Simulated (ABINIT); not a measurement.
Run report: TiAl, geometry relaxation (part 2 of 2)

Continued. System: TiAl (Pm-3m, 2 atoms in the cell). Method: Kohn-Sham DFT of a periodic cell, PBEsol, PseudoDojo NC SR PBEsol v0.4.1 standard, no spin polarisation (ABINIT 10.8.3); cutoff 1142.88 eV, 6×6×6 k-mesh, fermi-dirac of 0.05 eV. The structure derives from a Materials Project entry.

Geometry of the input (Å; fractional positions):
```
3.1791  0.0000  0.0000
0.0000  3.1791  0.0000
0.0000  0.0000  3.1791
Ti 0.0000  0.0000  0.0000
Al 0.5000  0.5000  0.5000
```

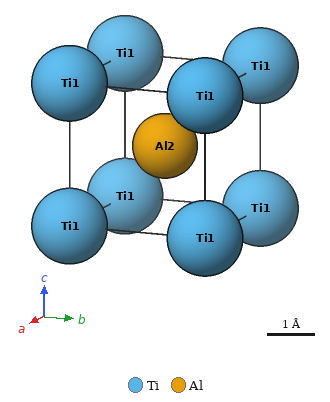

*The geometry at step 2 of the log (spheres-only view of the cell of the calculation, seen slightly off an axis; atoms are numbered from 1 in the order of the input).*

Output, continued:
```
 Cartesian coordinates (xcart) [bohr]
  0.00000000000000E+00  0.00000000000000E+00  0.00000000000000E+00
  2.99563028626667E+00  2.99563028626667E+00  2.99563028626667E+00
 Reduced coordinates (xred)
  0.00000000000000E+00  0.00000000000000E+00  0.00000000000000E+00
  5.00000000000000E-01  5.00000000000000E-01  5.00000000000000E-01
 Cartesian forces (fcart) [Ha/bohr]; max,rms= 0.00000E+00 0.00000E+00 (free atoms)
 -0.00000000000000E+00 -0.00000000000000E+00 -0.00000000000000E+00
 -0.00000000000000E+00 -0.00000000000000E+00 -0.00000000000000E+00
 Gradient of E wrt nuclear positions in reduced coordinates (gred)
  0.00000000000000E+00  0.00000000000000E+00  0.00000000000000E+00
  0.00000000000000E+00  0.00000000000000E+00  0.00000000000000E+00
 Scale of Primitive Cell (acell) [bohr]
  5.99126057253334E+00  5.99126057253334E+00  5.99126057253334E+00
 Real space primitive translations (rprimd) [bohr]
  5.99126057253334E+00  0.00000000000000E+00  0.00000000000000E+00
  0.00000000000000E+00  5.99126057253334E+00  0.00000000000000E+00
  0.00000000000000E+00  0.00000000000000E+00  5.99126057253334E+00
 Unitary Cell Volume (ucvol) [Bohr^3]=  2.15057515962769E+02
 Angles (23,13,12)= [degrees]
  9.00000000000000E+01  9.00000000000000E+01  9.00000000000000E+01
 Lengths [Bohr]
  5.99126057253334E+00  5.99126057253334E+00  5.99126057253334E+00
 Stress tensor in cartesian coordinates (strten) [Ha/bohr^3]
  5.98201771878403E-05  0.00000000000000E+00  0.00000000000000E+00
  0.00000000000000E+00  5.98201771878377E-05  0.00000000000000E+00
  0.00000000000000E+00  0.00000000000000E+00  5.98201771878403E-05
 Total energy (etotal) [Ha]= -6.16410244455907E+01

 Difference of energy with previous step (new-old):
           Absolute (Ha)=-1.32431E-04
           Relative     =-2.14843E-06

--- Iteration: ( 3/50) Internal Cycle: (1/1)
--------------------------------------------------------------------------------

---SELF-CONSISTENT-FIELD CONVERGENCE--------------------------------------------

--- !BeginCycle
iteration_state: {dtset: 1, itime: 3, icycle: 1, }
solver: {iscf: 7, nstep: 80, nline: 4, wfoptalg: 0, }
tolerances: {tolvrs: 1.00E-12, }
...

     iter   Etot(hartree)      deltaE(h)  residm     vres2
 ETOT  1  -61.622572031902    -6.162E+01 3.080E-01 1.247E+02
 ETOT  2  -61.608904559445     1.367E-02 5.768E-01 2.020E+02
 ETOT  3  -61.641089362955    -3.218E-02 6.173E-01 6.718E-02
 ETOT  4  -61.641121936697    -3.257E-05 1.689E-01 7.106E-04
 ETOT  5  -61.641122351485    -4.148E-07 1.482E-02 1.799E-04
 ETOT  6  -61.641122398757    -4.727E-08 3.571E-02 3.523E-07
 ETOT  7  -61.641122399738    -9.801E-10 1.269E-03 2.222E-08
 ETOT  8  -61.641122399832    -9.427E-11 3.392E-03 1.050E-10
 ETOT  9  -61.641122399839    -6.935E-12 1.150E-04 4.420E-10
 ETOT 10  -61.641122399839    -5.471E-13 3.238E-04 2.410E-13

 At SCF step   10       vres2   =  2.41E-13 < tolvrs=  1.00E-12 =>converged.

 Cartesian components of stress tensor (hartree/bohr^3)
  sigma(1 1)= -1.82009594E-06  sigma(3 2)=  0.00000000E+00
  sigma(2 2)= -1.82009594E-06  sigma(3 1)=  0.00000000E+00
  sigma(3 3)= -1.82009594E-06  sigma(2 1)=  0.00000000E+00

--- !ResultsGS
iteration_state: {dtset: 1, itime: 3, icycle: 1, }
comment   : Summary of ground state results
lattice_vectors:
- [  5.9601684,   0.0000000,   0.0000000, ]
- [  0.0000000,   5.9601684,   0.0000000, ]
- [  0.0000000,   0.0000000,   5.9601684, ]
lattice_lengths: [   5.96017,    5.96017,    5.96017, ]
lattice_angles: [ 90.000,  90.000,  90.000, ] # degrees, (23, 13, 12)
lattice_volume:   2.1172668E+02
convergence: {deltae: -5.471E-13, res2:  2.410E-13, residm:  3.238E-04, diffor: null, }
etotal    :  -6.16411224E+01
entropy   :   0.00000000E+00
fermie    :   3.56614977E-01
cartesian_stress_tensor: # hartree/bohr^3
- [ -1.82009594E-06,   0.00000000E+00,   0.00000000E+00, ]
- [  0.00000000E+00,  -1.82009594E-06,   0.00000000E+00, ]
- [  0.00000000E+00,   0.00000000E+00,  -1.82009594E-06, ]
pressure_GPa:   5.3549E-02
xred      :
- [  0.0000E+00,   0.0000E+00,   0.0000E+00, Ti]
- [  5.0000E-01,   5.0000E-01,   5.0000E-01, Al]
cartesian_forces: # hartree/bohr
- [ -0.00000000E+00,  -0.00000000E+00,  -0.00000000E+00, ]
- [ -0.00000000E+00,  -0.00000000E+00,  -0.00000000E+00, ]
force_length_stats: {min:   0.00000000E+00, max:   0.00000000E+00, mean:   0.00000000E+00, }
...

 Integrated electronic density in atomic spheres:
 ------------------------------------------------
 Atom  Sphere_radius  Integrated_density
    1        2.00000          9.55900331
    2        2.00000          0.94907622

---OUTPUT-----------------------------------------------------------------------

 Cartesian coordinates (xcart) [bohr]
  0.00000000000000E+00  0.00000000000000E+00  0.00000000000000E+00
  2.98008419337412E+00  2.98008419337412E+00  2.98008419337412E+00
 Reduced coordinates (xred)
  0.00000000000000E+00  0.00000000000000E+00  0.00000000000000E+00
  5.00000000000000E-01  5.00000000000000E-01  5.00000000000000E-01
 Cartesian forces (fcart) [Ha/bohr]; max,rms= 0.00000E+00 0.00000E+00 (free atoms)
 -0.00000000000000E+00 -0.00000000000000E+00 -0.00000000000000E+00
 -0.00000000000000E+00 -0.00000000000000E+00 -0.00000000000000E+00
 Gradient of E wrt nuclear positions in reduced coordinates (gred)
  0.00000000000000E+00  0.00000000000000E+00  0.00000000000000E+00
  0.00000000000000E+00  0.00000000000000E+00  0.00000000000000E+00
 Scale of Primitive Cell (acell) [bohr]
  5.96016838674825E+00  5.96016838674825E+00  5.96016838674825E+00
 Real space primitive translations (rprimd) [bohr]
  5.96016838674825E+00  0.00000000000000E+00  0.00000000000000E+00
  0.00000000000000E+00  5.96016838674825E+00  0.00000000000000E+00
  0.00000000000000E+00  0.00000000000000E+00  5.96016838674825E+00
 Unitary Cell Volume (ucvol) [Bohr^3]=  2.11726680607126E+02
 Angles (23,13,12)= [degrees]
  9.00000000000000E+01  9.00000000000000E+01  9.00000000000000E+01
 Lengths [Bohr]
  5.96016838674825E+00  5.96016838674825E+00  5.96016838674825E+00
 Stress tensor in cartesian coordinates (strten) [Ha/bohr^3]
 -1.82009593711376E-06  0.00000000000000E+00  0.00000000000000E+00
  0.00000000000000E+00 -1.82009593711809E-06  0.00000000000000E+00
  0.00000000000000E+00  0.00000000000000E+00 -1.82009593711809E-06
 Total energy (etotal) [Ha]= -6.16411223998393E+01

 Difference of energy with previous step (new-old):
           Absolute (Ha)=-9.79542E-05
           Relative     =-1.58911E-06

--- Iteration: ( 4/50) Internal Cycle: (1/1)
--------------------------------------------------------------------------------

---SELF-CONSISTENT-FIELD CONVERGENCE--------------------------------------------

--- !BeginCycle
iteration_state: {dtset: 1, itime: 4, icycle: 1, }
solver: {iscf: 7, nstep: 80, nline: 4, wfoptalg: 0, }
tolerances: {tolvrs: 1.00E-12, }
...

     iter   Etot(hartree)      deltaE(h)  residm     vres2
 ETOT  1  -61.641107758049    -6.164E+01 4.040E-06 1.012E-01
 ETOT  2  -61.641096771431     1.099E-05 5.556E-06 1.587E-01
 ETOT  3  -61.641122440432    -2.567E-05 4.398E-06 1.996E-04
 ETOT  4  -61.641122485462    -4.503E-08 2.351E-06 1.550E-06
 ETOT  5  -61.641122485904    -4.421E-10 4.223E-06 5.843E-08
 ETOT  6  -61.641122485925    -2.111E-11 2.164E-06 2.646E-09
 ETOT  7  -61.641122485924     8.669E-13 4.392E-06 8.306E-12
 ETOT  8  -61.641122485923     1.265E-12 2.050E-06 4.533E-13

 At SCF step    8       vres2   =  4.53E-13 < tolvrs=  1.00E-12 =>converged.

 Cartesian components of stress tensor (hartree/bohr^3)
  sigma(1 1)=  3.32720883E-08  sigma(3 2)=  0.00000000E+00
  sigma(2 2)=  3.32720883E-08  sigma(3 1)=  0.00000000E+00
  sigma(3 3)=  3.32720883E-08  sigma(2 1)=  0.00000000E+00

--- !ResultsGS
iteration_state: {dtset: 1, itime: 4, icycle: 1, }
comment   : Summary of ground state results
lattice_vectors:
- [  5.9610727,   0.0000000,   0.0000000, ]
- [  0.0000000,   5.9610727,   0.0000000, ]
- [  0.0000000,   0.0000000,   5.9610727, ]
lattice_lengths: [   5.96107,    5.96107,    5.96107, ]
lattice_angles: [ 90.000,  90.000,  90.000, ] # degrees, (23, 13, 12)
lattice_volume:   2.1182306E+02
convergence: {deltae:  1.265E-12, res2:  4.533E-13, residm:  2.050E-06, diffor: null, }
etotal    :  -6.16411225E+01
entropy   :   0.00000000E+00
fermie    :   3.56423567E-01
cartesian_stress_tensor: # hartree/bohr^3
- [  3.32720883E-08,   0.00000000E+00,   0.00000000E+00, ]
- [  0.00000000E+00,   3.32720883E-08,   0.00000000E+00, ]
- [  0.00000000E+00,   0.00000000E+00,   3.32720883E-08, ]
pressure_GPa:  -9.7890E-04
xred      :
- [  0.0000E+00,   0.0000E+00,   0.0000E+00, Ti]
- [  5.0000E-01,   5.0000E-01,   5.0000E-01, Al]
cartesian_forces: # hartree/bohr
- [ -0.00000000E+00,  -0.00000000E+00,  -0.00000000E+00, ]
- [ -0.00000000E+00,  -0.00000000E+00,  -0.00000000E+00, ]
force_length_stats: {min:   0.00000000E+00, max:   0.00000000E+00, mean:   0.00000000E+00, }
...

 Integrated electronic density in atomic spheres:
 ------------------------------------------------
 Atom  Sphere_radius  Integrated_density
    1        2.00000          9.55940987
    2        2.00000          0.94928788

---OUTPUT-----------------------------------------------------------------------

 Cartesian coordinates (xcart) [bohr]
  0.00000000000000E+00  0.00000000000000E+00  0.00000000000000E+00
  2.98053633095737E+00  2.98053633095737E+00  2.98053633095737E+00
 Reduced coordinates (xred)
  0.00000000000000E+00  0.00000000000000E+00  0.00000000000000E+00
  5.00000000000000E-01  5.00000000000000E-01  5.00000000000000E-01
 Cartesian forces (fcart) [Ha/bohr]; max,rms= 0.00000E+00 0.00000E+00 (free atoms)
 -0.00000000000000E+00 -0.00000000000000E+00 -0.00000000000000E+00
 -0.00000000000000E+00 -0.00000000000000E+00 -0.00000000000000E+00
 Gradient of E wrt nuclear positions in reduced coordinates (gred)
  0.00000000000000E+00  0.00000000000000E+00  0.00000000000000E+00
  0.00000000000000E+00  0.00000000000000E+00  0.00000000000000E+00
 Scale of Primitive Cell (acell) [bohr]
  5.96107266191473E+00  5.96107266191473E+00  5.96107266191473E+00
 Real space primitive translations (rprimd) [bohr]
  5.96107266191473E+00  0.00000000000000E+00  0.00000000000000E+00
  0.00000000000000E+00  5.96107266191473E+00  0.00000000000000E+00
  0.00000000000000E+00  0.00000000000000E+00  5.96107266191473E+00
 Unitary Cell Volume (ucvol) [Bohr^3]=  2.11823064576437E+02
 Angles (23,13,12)= [degrees]
  9.00000000000000E+01  9.00000000000000E+01  9.00000000000000E+01
 Lengths [Bohr]
  5.96107266191473E+00  5.96107266191473E+00  5.96107266191473E+00
 Stress tensor in cartesian coordinates (strten) [Ha/bohr^3]
  3.32720882815704E-08  0.00000000000000E+00  0.00000000000000E+00
  0.00000000000000E+00  3.32720882841725E-08  0.00000000000000E+00
  0.00000000000000E+00  0.00000000000000E+00  3.32720882841725E-08
 Total energy (etotal) [Ha]= -6.16411224859232E+01

 Difference of energy with previous step (new-old):
           Absolute (Ha)=-8.60838E-08
           Relative     =-1.39653E-09

 At Broyd/MD step   4, gradients are converged :
  max grad (force/stress) = 3.3272E-06 < tolmxf= 2.0000E-05 ha/bohr (free atoms)

================================================================================

 ----iterations are completed or convergence reached----

 Mean square residual over all n,k,spin=   22.072E-09; max=  20.500E-07
 reduced coordinates (array xred) for    2 atoms
       0.000000000000      0.000000000000      0.000000000000
       0.500000000000      0.500000000000      0.500000000000
 rms dE/dt=  0.0000E+00; max dE/dt=  0.0000E+00; dE/dt below (all hartree)
    1       0.000000000000      0.000000000000      0.000000000000
    2       0.000000000000      0.000000000000      0.000000000000

 cartesian coordinates (angstrom) at end:
    1      0.00000000000000     0.00000000000000     0.00000000000000
    2      1.57723190154107     1.57723190154107     1.57723190154107

 cartesian forces (hartree/bohr) at end:
    1     -0.00000000000000    -0.00000000000000    -0.00000000000000
    2     -0.00000000000000    -0.00000000000000    -0.00000000000000
 frms,max,avg= 0.0000000E+00 0.0000000E+00   0.000E+00  0.000E+00  0.000E+00 h/b

 cartesian forces (eV/Angstrom) at end:
    1     -0.00000000000000    -0.00000000000000    -0.00000000000000
    2     -0.00000000000000    -0.00000000000000    -0.00000000000000
 frms,max,avg= 0.0000000E+00 0.0000000E+00   0.000E+00  0.000E+00  0.000E+00 e/A
 length scales=  5.961072661915  5.961072661915  5.961072661915 bohr
              =  3.154463803082  3.154463803082  3.154463803082 angstroms
 Fermi (or HOMO) energy (hartree) =   0.35642   Average Vxc (hartree)=  -0.41031
 Eigenvalues (hartree) for nkpt=  20  k points:
 kpt#   1, nband= 12, wtk=  0.00463, kpt=  0.0000  0.0000  0.0000 (reduced coord)
  -1.72386   -0.85334   -0.85334   -0.85334    0.01154    0.30143    0.30143    0.42413
   0.42413    0.42413    0.52178    0.52178
      occupation numbers for kpt#   1
   2.00000    2.00000    2.00000    2.00000    2.00000    2.00000    2.00000    0.00000
   0.00000    0.00000    0.00000    0.00000
 prteigrs : prtvol=0 or 1, do not print more k-points.

--- !EnergyTerms
iteration_state     : {dtset: 1, itime: 4, icycle: 1, }
comment             : Components of total free energy in Hartree
kinetic             :  2.44858200265225E+01
hartree             :  1.56529578789202E+01
xc                  : -9.77363878276383E+00
Ewald energy        : -4.12548153745019E+01
psp_core            :  1.09437761410317E+00
local_psp           : -5.26757435960171E+01
non_local_psp       :  8.30629843007500E-01
internal            : -6.16404123907295E+01
'-kT*entropy'       : -7.10095193642402E-04
total_energy        : -6.16411224859232E+01
total_energy_eV     : -1.67734039260028E+03
band_energy         : -6.89483009884494E+00
...

 Cartesian components of stress tensor (hartree/bohr^3)
  sigma(1 1)=  3.32720883E-08  sigma(3 2)=  0.00000000E+00
  sigma(2 2)=  3.32720883E-08  sigma(3 1)=  0.00000000E+00
  sigma(3 3)=  3.32720883E-08  sigma(2 1)=  0.00000000E+00

-Cartesian components of stress tensor (GPa)         [Pressure= -9.7890E-04 GPa]
- sigma(1 1)=  9.78898634E-04  sigma(3 2)=  0.00000000E+00
- sigma(2 2)=  9.78898634E-04  sigma(3 1)=  0.00000000E+00
- sigma(3 3)=  9.78898634E-04  sigma(2 1)=  0.00000000E+00

== END DATASET(S) ==============================================================
================================================================================

 -outvars: echo values of variables after computation  --------
            acell      5.9610726619E+00  5.9610726619E+00  5.9610726619E+00 Bohr
           etotal     -6.1641122486E+01
            fcart     -0.0000000000E+00 -0.0000000000E+00 -0.0000000000E+00
                      -0.0000000000E+00 -0.0000000000E+00 -0.0000000000E+00
           strten      3.3272088282E-08  3.3272088284E-08  3.3272088284E-08
                       0.0000000000E+00  0.0000000000E+00  0.0000000000E+00
           xangst      0.0000000000E+00  0.0000000000E+00  0.0000000000E+00
                       1.5772319015E+00  1.5772319015E+00  1.5772319015E+00
             xred      0.0000000000E+00  0.0000000000E+00  0.0000000000E+00
                       5.0000000000E-01  5.0000000000E-01  5.0000000000E-01
 Calculation completed.
```

Trajectory as extended XYZ (Å, eV, eV/Å), 4 frames, from step=0 to step=3:
```
2
Lattice="3.1791 0.0000 0.0000 0.0000 3.1791 0.0000 0.0000 0.0000 3.1791" Properties=species:S:1:pos:R:3:forces:R:3 step=0 energy=-1677.33412
Ti    0.0000    0.0000    0.0000    0.0000   0.0000   0.0000
Al    1.5895    1.5895    1.5895    0.0000   0.0000   0.0000
2
Lattice="3.1704 0.0000 0.0000 0.0000 3.1704 0.0000 0.0000 0.0000 3.1704" Properties=species:S:1:pos:R:3:forces:R:3 step=1 energy=-1677.33773
Ti    0.0000    0.0000    0.0000    0.0000   0.0000   0.0000
Al    1.5852    1.5852    1.5852    0.0000   0.0000   0.0000
2
Lattice="3.1540 0.0000 0.0000 0.0000 3.1540 0.0000 0.0000 0.0000 3.1540" Properties=species:S:1:pos:R:3:forces:R:3 step=2 energy=-1677.34039
Ti    0.0000    0.0000    0.0000    0.0000   0.0000   0.0000
Al    1.5770    1.5770    1.5770    0.0000   0.0000   0.0000
2
Lattice="3.1545 0.0000 0.0000 0.0000 3.1545 0.0000 0.0000 0.0000 3.1545" Properties=species:S:1:pos:R:3:forces:R:3 step=3 energy=-1677.34039
Ti    0.0000    0.0000    0.0000    0.0000   0.0000   0.0000
Al    1.5772    1.5772    1.5772    0.0000   0.0000   0.0000
```

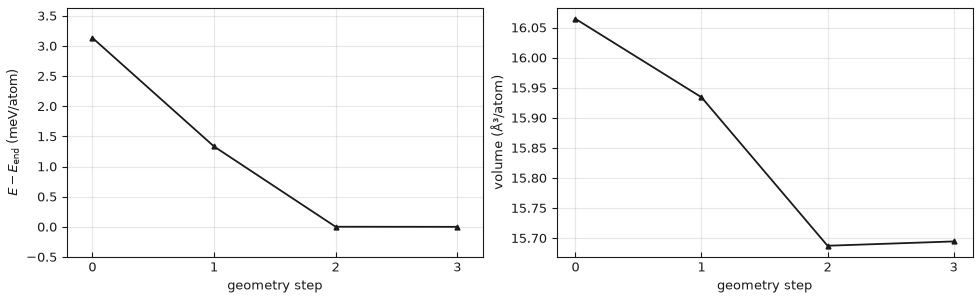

*Progress of the relaxation, step by step (steps are counted from 0).*

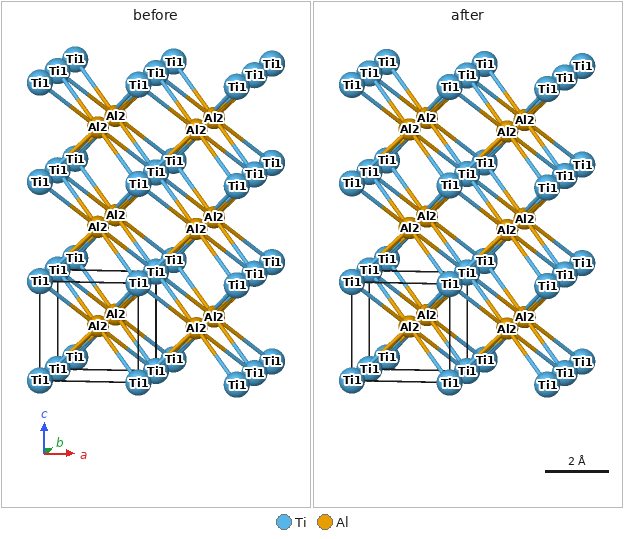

*Before (left) and after (right) the relaxation, at one scale (ball-and-stick view of the cell of the calculation, repeated 2 × 2 × 3, seen slightly off an axis).*

The atoms keep their places relative to the cell (all moves are under 0.005 Å). Cell: a = b = c 3.179 → 3.154 Å (−0.8 %). Volume −2.3 %. Among the contacts that change: Ti1–Al2 2.753 → 2.732 Å. The space group stays Pm-3m (No. 221). Over 3 geometry steps the energy falls by 3.1 meV per atom. All forces vanish by symmetry, so only the cell relaxes. (Atoms are counted from 1 in the order of the input.)
